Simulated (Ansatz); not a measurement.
# Run report: Zn64Se64, single-point calculation (part 1 of 2)

- system: Zn64Se64 (F-43m, 128 atoms in the cell)
- method: DFT, PBEsol, PAW, plane waves (Ansatz 0.2.0)

The structure was built on a prototype by a generator.

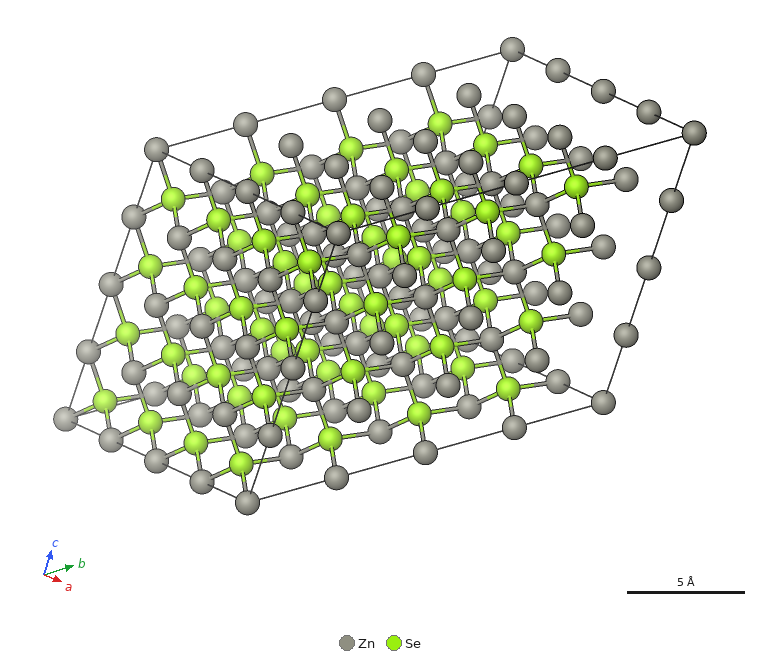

The input geometry (ball-and-stick view of the cell of the calculation, seen at an oblique angle). Near neighbours in the crystal (not all of them lie inside the picture): Zn has 4 Se at 2.44 Å; Se has 4 Zn at 2.44 Å.

**Summary**

| quantity | value |
| --- | --- |
| outcome | converged |
| space group (tolerance 0.01 Å) | F-43m (216) |
| electrons treated | 1792 |
| free energy | −557210.9164 eV |
| Fermi energy | 7.722 eV |
| pressure | 0.20 GPa |
| largest force (length of the vector) | 0.012 eV/Å |
| hardware | 8 CPU threads, shared host |
| wall time | 97 s (CPU time 11 min) |
| peak memory | 7.6 GiB |

**The input**
```yaml
crystal:
  lattice:
    - [0.000000, 11.266746, 11.266746]
    - [11.266746, 0.000000, 11.266746]
    - [11.266746, 11.266746, 0.000000]
  atoms:
    - { symbol: Zn, position: [0.000000, 0.000000, 0.000000] }
    - { symbol: Zn, position: [0.500000, 0.000000, 0.000000] }
    - { symbol: Zn, position: [0.000000, 0.500000, 0.000000] }
    - { symbol: Zn, position: [0.000000, 0.000000, 0.500000] }
    - { symbol: Zn, position: [0.250000, 0.250000, 0.250000] }
    - { symbol: Zn, position: [0.500000, 0.500000, 0.000000] }
    - { symbol: Zn, position: [0.500000, 0.000000, 0.500000] }
    - { symbol: Zn, position: [0.750000, 0.250000, 0.250000] }
    - { symbol: Zn, position: [0.000000, 0.500000, 0.500000] }
    - { symbol: Zn, position: [0.250000, 0.750000, 0.250000] }
    - { symbol: Zn, position: [0.250000, 0.250000, 0.750000] }
    - { symbol: Zn, position: [0.500000, 0.500000, 0.500000] }
    - { symbol: Zn, position: [0.750000, 0.750000, 0.250000] }
    - { symbol: Zn, position: [0.750000, 0.250000, 0.750000] }
    - { symbol: Zn, position: [0.250000, 0.750000, 0.750000] }
    - { symbol: Zn, position: [0.750000, 0.750000, 0.750000] }
    - { symbol: Zn, position: [0.000000, 0.000000, 0.250000] }
    - { symbol: Zn, position: [0.250000, 0.250000, 0.000000] }
    - { symbol: Zn, position: [0.500000, 0.000000, 0.250000] }
    - { symbol: Zn, position: [0.750000, 0.250000, 0.000000] }
    - { symbol: Zn, position: [0.000000, 0.500000, 0.250000] }
    - { symbol: Zn, position: [0.250000, 0.750000, 0.000000] }
    - { symbol: Zn, position: [0.000000, 0.000000, 0.750000] }
    - { symbol: Zn, position: [0.250000, 0.250000, 0.500000] }
    - { symbol: Zn, position: [0.500000, 0.500000, 0.250000] }
    - { symbol: Zn, position: [0.750000, 0.750000, 0.000000] }
    - { symbol: Zn, position: [0.500000, 0.000000, 0.750000] }
    - { symbol: Zn, position: [0.750000, 0.250000, 0.500000] }
    - { symbol: Zn, position: [0.000000, 0.500000, 0.750000] }
    - { symbol: Zn, position: [0.250000, 0.750000, 0.500000] }
    - { symbol: Zn, position: [0.500000, 0.500000, 0.750000] }
    - { symbol: Zn, position: [0.750000, 0.750000, 0.500000] }
    - { symbol: Zn, position: [0.000000, 0.250000, 0.000000] }
    - { symbol: Zn, position: [0.250000, 0.000000, 0.250000] }
    - { symbol: Zn, position: [0.500000, 0.250000, 0.000000] }
    - { symbol: Zn, position: [0.750000, 0.000000, 0.250000] }
    - { symbol: Zn, position: [0.000000, 0.750000, 0.000000] }
    - { symbol: Zn, position: [0.000000, 0.250000, 0.500000] }
    - { symbol: Zn, position: [0.250000, 0.500000, 0.250000] }
    - { symbol: Zn, position: [0.500000, 0.750000, 0.000000] }
    - { symbol: Zn, position: [0.250000, 0.000000, 0.750000] }
    - { symbol: Zn, position: [0.500000, 0.250000, 0.500000] }
    - { symbol: Zn, position: [0.750000, 0.500000, 0.250000] }
    - { symbol: Zn, position: [0.750000, 0.000000, 0.750000] }
    - { symbol: Zn, position: [0.000000, 0.750000, 0.500000] }
    - { symbol: Zn, position: [0.250000, 0.500000, 0.750000] }
    - { symbol: Zn, position: [0.500000, 0.750000, 0.500000] }
    - { symbol: Zn, position: [0.750000, 0.500000, 0.750000] }
    - { symbol: Zn, position: [0.250000, 0.000000, 0.000000] }
    - { symbol: Zn, position: [0.750000, 0.000000, 0.000000] }
    - { symbol: Zn, position: [0.000000, 0.250000, 0.250000] }
    - { symbol: Zn, position: [0.250000, 0.500000, 0.000000] }
    - { symbol: Zn, position: [0.250000, 0.000000, 0.500000] }
    - { symbol: Zn, position: [0.500000, 0.250000, 0.250000] }
    - { symbol: Zn, position: [0.750000, 0.500000, 0.000000] }
    - { symbol: Zn, position: [0.750000, 0.000000, 0.500000] }
    - { symbol: Zn, position: [0.000000, 0.750000, 0.250000] }
    - { symbol: Zn, position: [0.000000, 0.250000, 0.750000] }
    - { symbol: Zn, position: [0.250000, 0.500000, 0.500000] }
    - { symbol: Zn, position: [0.500000, 0.750000, 0.250000] }
    - { symbol: Zn, position: [0.500000, 0.250000, 0.750000] }
    - { symbol: Zn, position: [0.750000, 0.500000, 0.500000] }
    - { symbol: Zn, position: [0.000000, 0.750000, 0.750000] }
    - { symbol: Zn, position: [0.500000, 0.750000, 0.750000] }
    - { symbol: Se, position: [0.062500, 0.062500, 0.062500] }
    - { symbol: Se, position: [0.562500, 0.062500, 0.062500] }
    - { symbol: Se, position: [0.062500, 0.562500, 0.062500] }
    - { symbol: Se, position: [0.062500, 0.062500, 0.562500] }
    - { symbol: Se, position: [0.312500, 0.312500, 0.312500] }
    - { symbol: Se, position: [0.562500, 0.562500, 0.062500] }
    - { symbol: Se, position: [0.562500, 0.062500, 0.562500] }
    - { symbol: Se, position: [0.812500, 0.312500, 0.312500] }
    - { symbol: Se, position: [0.062500, 0.562500, 0.562500] }
    - { symbol: Se, position: [0.312500, 0.812500, 0.312500] }
    - { symbol: Se, position: [0.312500, 0.312500, 0.812500] }
    - { symbol: Se, position: [0.562500, 0.562500, 0.562500] }
    - { symbol: Se, position: [0.812500, 0.812500, 0.312500] }
    - { symbol: Se, position: [0.812500, 0.312500, 0.812500] }
    - { symbol: Se, position: [0.312500, 0.812500, 0.812500] }
    - { symbol: Se, position: [0.812500, 0.812500, 0.812500] }
    - { symbol: Se, position: [0.062500, 0.062500, 0.312500] }
    - { symbol: Se, position: [0.312500, 0.312500, 0.062500] }
    - { symbol: Se, position: [0.562500, 0.062500, 0.312500] }
    - { symbol: Se, position: [0.812500, 0.312500, 0.062500] }
    - { symbol: Se, position: [0.062500, 0.562500, 0.312500] }
    - { symbol: Se, position: [0.312500, 0.812500, 0.062500] }
    - { symbol: Se, position: [0.062500, 0.062500, 0.812500] }
    - { symbol: Se, position: [0.312500, 0.312500, 0.562500] }
    - { symbol: Se, position: [0.562500, 0.562500, 0.312500] }
    - { symbol: Se, position: [0.812500, 0.812500, 0.062500] }
    - { symbol: Se, position: [0.562500, 0.062500, 0.812500] }
    - { symbol: Se, position: [0.812500, 0.312500, 0.562500] }
    - { symbol: Se, position: [0.062500, 0.562500, 0.812500] }
    - { symbol: Se, position: [0.312500, 0.812500, 0.562500] }
    - { symbol: Se, position: [0.562500, 0.562500, 0.812500] }
    - { symbol: Se, position: [0.812500, 0.812500, 0.562500] }
    - { symbol: Se, position: [0.062500, 0.312500, 0.062500] }
    - { symbol: Se, position: [0.312500, 0.062500, 0.312500] }
    - { symbol: Se, position: [0.562500, 0.312500, 0.062500] }
    - { symbol: Se, position: [0.812500, 0.062500, 0.312500] }
    - { symbol: Se, position: [0.062500, 0.812500, 0.062500] }
    - { symbol: Se, position: [0.062500, 0.312500, 0.562500] }
    - { symbol: Se, position: [0.312500, 0.562500, 0.312500] }
    - { symbol: Se, position: [0.562500, 0.812500, 0.062500] }
    - { symbol: Se, position: [0.312500, 0.062500, 0.812500] }
    - { symbol: Se, position: [0.562500, 0.312500, 0.562500] }
    - { symbol: Se, position: [0.812500, 0.562500, 0.312500] }
    - { symbol: Se, position: [0.812500, 0.062500, 0.812500] }
    - { symbol: Se, position: [0.062500, 0.812500, 0.562500] }
    - { symbol: Se, position: [0.312500, 0.562500, 0.812500] }
    - { symbol: Se, position: [0.562500, 0.812500, 0.562500] }
    - { symbol: Se, position: [0.812500, 0.562500, 0.812500] }
    - { symbol: Se, position: [0.312500, 0.062500, 0.062500] }
    - { symbol: Se, position: [0.812500, 0.062500, 0.062500] }
    - { symbol: Se, position: [0.062500, 0.312500, 0.312500] }
    - { symbol: Se, position: [0.312500, 0.562500, 0.062500] }
    - { symbol: Se, position: [0.312500, 0.062500, 0.562500] }
    - { symbol: Se, position: [0.562500, 0.312500, 0.312500] }
    - { symbol: Se, position: [0.812500, 0.562500, 0.062500] }
    - { symbol: Se, position: [0.812500, 0.062500, 0.562500] }
    - { symbol: Se, position: [0.062500, 0.812500, 0.312500] }
    - { symbol: Se, position: [0.062500, 0.312500, 0.812500] }
    - { symbol: Se, position: [0.312500, 0.562500, 0.562500] }
    - { symbol: Se, position: [0.562500, 0.812500, 0.312500] }
    - { symbol: Se, position: [0.562500, 0.312500, 0.812500] }
    - { symbol: Se, position: [0.812500, 0.562500, 0.562500] }
    - { symbol: Se, position: [0.062500, 0.812500, 0.812500] }
    - { symbol: Se, position: [0.562500, 0.812500, 0.812500] }
  symmetry: { detect: false }
kpoints:
  mp_grid: { grid: [1, 1, 1], shift: [0.25, 0.25, 0.25] }
hamiltonian:
  xc: pbesol
scf:
  occupations: { method: fermi_dirac, width: 0.01 }
output:
  forces: true
  eigenvalues: true
  stress: true
  populations: true
  eigenstates: { kpoints: [[0.25, 0.25, 0.25]], e_range: [-6.0, 6.0], localisation: true }
```

**What the program printed**
```
Pseudopotentials: kind: paw
Functional definition: PBEsol
  exchange = pbesol_x
  correlation = pbesol_c
Crystal: 128 atoms, lattice volume = 2860.392 Å³
Basis set: ecut = 420 eV, 55849 PW (Γ), exchange–correlation on 216×216×216 points (8 copies of the dense FFT grid, shifted against one another)
Bands: 1076, of which v1, the nominal top of the filled ones, is band 896 counted from 1 (895 counted from 0)
Symmetry: 1 space group operations
k-points: 1
Non-local potential: Zn, projectors of the file, l = 0: 2, l = 1: 2, l = 2: 3, l = 3: 1
Non-local potential: Se, projectors of the file, l = 0: 2, l = 1: 2, l = 2: 3, l = 3: 1
PAW form: soft (Blöchl's): semilocal exchange-correlation on the pseudo side does not see the compensation charge
PAW frozen core: Zn, regenerated for the run's functional, and the local potential with it (the file was generated under x = pbe(κ = 0.804, μ = 0.2195149727645171), c = pbe(β = 0.06672455060314922))
PAW frozen core: Se, regenerated for the run's functional, and the local potential with it (the file was generated under x = pbe(κ = 0.804, μ = 0.2195149727645171), c = pbe(β = 0.06672455060314922))
PAW one-centre angular grid: Zn, 590 points (default); XC on 64 Gauss nodes
PAW one-centre angular grid: Se, 590 points (default); XC on 64 Gauss nodes
Initial density: superposition of atomic densities (neutral atoms: chi_scale 0, normalization atom), corrected by the library's trained network
Initial wavefunctions: pseudopotential atomic-orbital guess
Functional: x = pbesol(κ = 0.804, μ = 0.12345679012345678), c = pbesol(β = 0.046)
SCF iter   1: F=—  HF=-557211.031104 eV  |F-HF|=—  |Δ(HF+E_count)|=         —  Δρ=3.58e-3  dr2=3.14e-1  ethr=1.77e-3  ⟨swp⟩=6.0  Hψ=4234  notcnv=0  defer=15
preconditioner: auto → Resta (q_TF=auto, 2.524 Å⁻¹)  ε∞=5.6  [insulator: Δε(μ)=1.678 eV  Ē_g=10.956 eV  σ=0.010 eV  W_gap=1.00  n_scr=748 (ndim 8)  ℏωp=23.6 eV  f_vac=0.112  D(μ)=0.00/eV (n_scr^D=0)  ε∞_Penn≈5.6]
SCF iter   2: F=—  HF=-557210.926784 eV  |F-HF|=—  |Δ(HF+E_count)|=   1.04e-1  Δρ=1.14e-3  dr2=5.98e-2  ethr=1.75e-5  ⟨swp⟩=2.0  Hψ=1820  notcnv=0  defer=173
SCF iter   3: F=—  HF=-557210.917542 eV  |F-HF|=—  |Δ(HF+E_count)|=   9.24e-3  Δρ=9.10e-4  dr2=2.39e-2  ethr=3.34e-6  ⟨swp⟩=2.0  Hψ=1484  notcnv=0  defer=173
SCF iter   4: F=—  HF=-557210.916729 eV  |F-HF|=—  |Δ(HF+E_count)|=   8.13e-4  Δρ=2.69e-4  dr2=2.82e-3  ethr=1.33e-6  ⟨swp⟩=2.0  Hψ=1419  notcnv=0  defer=173
SCF iter   5: F=—  HF=-557210.912438 eV  |F-HF|=—  |Δ(HF+E_count)|=   4.29e-3  Δρ=1.20e-4  dr2=4.18e-4  ethr=1.58e-7  ⟨swp⟩=2.0  Hψ=1479  notcnv=0  defer=173
SCF iter   6: F=—  HF=-557210.912923 eV  |F-HF|=—  |Δ(HF+E_count)|=   4.85e-4  Δρ=1.99e-5  dr2=1.05e-5  ethr=2.33e-8  ⟨swp⟩=2.0  Hψ=1479  notcnv=0  defer=173
SCF iter   7: F=—  HF=-557210.916415 eV  |F-HF|=—  |Δ(HF+E_count)|=   3.49e-3  Δρ=7.22e-6  dr2=1.52e-6  ethr=5.86e-10  ⟨swp⟩=2.0  Hψ=1799  notcnv=0  defer=173
SCF iter   8: F=—  HF=-557210.916416 eV  |F-HF|=—  |Δ(HF+E_count)|=   1.28e-6  Δρ=4.01e-6  dr2=3.38e-7  ethr=8.47e-11  ⟨swp⟩=2.0  Hψ=1799  notcnv=0  defer=173
SCF iter   9: F=-557210.916416 eV  HF=-557210.916416 eV  |F-HF|=4.63e-8  |Δ(HF+E_count)|=   1.64e-7  Δρ=1.41e-6  dr2=4.22e-8  ethr=5.58e-12  ⟨swp⟩=13.0  Hψ=6506  notcnv=0
SCF 1 converged in 9 iterations: F = -557210.916416 eV  dr2 = 4.22e-8
  greatest PAW one-centre occupation: 1.000 electrons in one spin orbital (limit 2), on the Se atom at site 99 (counted from 0), in its partial waves of l = 2
```

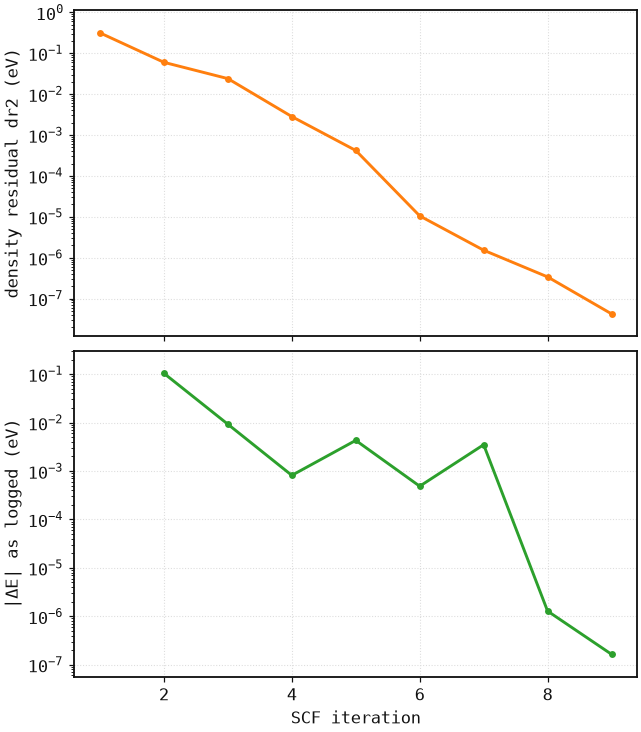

Convergence of the self-consistent field: density residual dr2 and size of the energy change against the SCF iteration. The residual falls at every step.

```
NSCF: frozen V_eff on 1 k-points
SCF converged after 9 iterations
Free energy (F): -557210.916416 eV
Harris-Foulkes:  -557210.916416 eV  (|F-HF|=4.63e-8)
Internal energy: -557210.916416 eV  (E = F + TS)
E sigma→0 (E₀):  -557210.916416 eV
Fermi energy:    7.722143 eV
--- Per-component energies (eV) ---
  E_band       = -24326.091656
  E_kinetic    = 16036.192167
  E_local      = -279538.913507  (includes V_loc(G=0)·N_el)
  E_nonlocal   = 1447.708002
  E_hartree    = 129396.944381
  E_xc         = -15308.082974
  E_vxc        = -9655.127281  (∫ρ·V_xc dr)
  E_paw        = -234161.900264  (= ΣΔE_a)
  E_vpaw       = -11409.799830  (= ΣTr[D̂ρ^β])
  E_aug_tail   = -0.059423  (compensation charges beyond the density's cutoff)
  E_ewald      = -175198.376340
  E_core_change = 115.571543  (= ΣΔE_core)
  E_smearing   = -0.000000  (= −TS)
  E_closure    = 0.000000  (closes the sum)
  Σ components = -557210.916416   (vs F -557210.916416, Δ=0.00e0)
```
